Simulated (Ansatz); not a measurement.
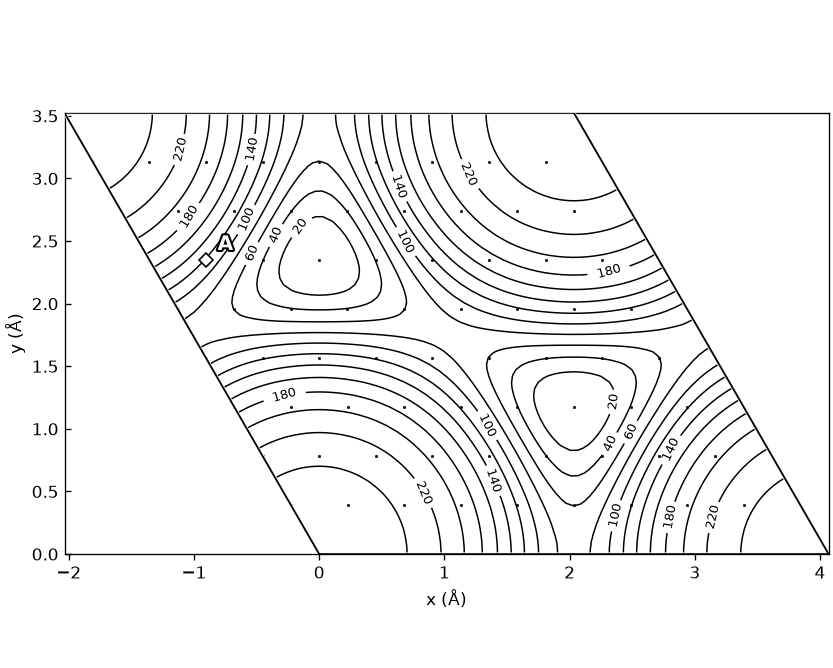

A bilayer of two Sb sheets of the honeycomb type, the upper one turned by 180 degrees about the normal (4 atoms in the cell). The upper layer of a bilayer is slid over the lower one; relaxed at each slide: the heights of all atoms; the origin of the map has Sb4 above Sb1. Places are given modulo a cell vector. The map is drawn in real space over the plane of the slide. The scan uses a 9 × 9 grid; 12 points were computed and 69 follow by symmetry. Energies: mJ/m², counted from the lowest grid point. Computed with Ansatz, DFT PBE+D3(BJ), scalar-relativistic, plane waves, PAW. Settings: cutoff 420 eV, k-mesh 9×9×1, gaussian smearing 0.05 eV, no spin polarisation.

Drawn: contour lines labelled in mJ/m², dots at the grid points, the outline of one cell of the plane, the point A. Between grid points the surface is interpolated.

Is A at rest? If not, where is it pushed?

A, at (1/9, 6/9) of the cell vectors, is not a stationary point. The computed force is 0.19 eV/Å in the plane, pointing down and right in the picture (components 0.14 and −0.12 eV/Å, for the cell of 14.34 Å², or 210 mJ/m² for each Å).
